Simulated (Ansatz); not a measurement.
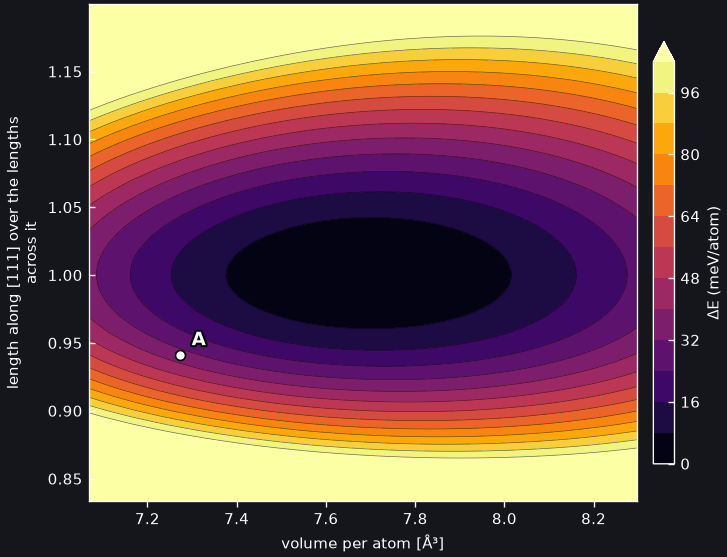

NbH2 (Fm-3m, No. 225; 3 atoms in the cell). 
- The energy is mapped over volume and the cell's shape.
- The first coordinate is: volume per atom; the second: length along [111] over the lengths across it, relative to the cubic cell.
- Nothing is relaxed (fractional coordinates fixed).
- Grid: 7 × 7 points.
- Points are written as (first, second).
- All energies are given in meV/atom relative to the lowest grid point.
- Method: Ansatz, DFT PBEsol, scalar-relativistic, plane waves, PAW. Settings: cutoff 520 eV, k-mesh 16×16×16, gaussian smearing 0.15 eV, no spin polarisation.

In the figure: filled contours, one colour for all values above the top of the scale, the point A. Between grid points the surface is interpolated.

Question: Which way does the force act at A, and how strong is it?

Answer: A, at (7.273 Å³, 0.941), is not a stationary point. The computed force is 80 meV/atom for each Å³ towards larger values of volume per atom and 740 meV/atom for each unit towards larger values of the second coordinate.
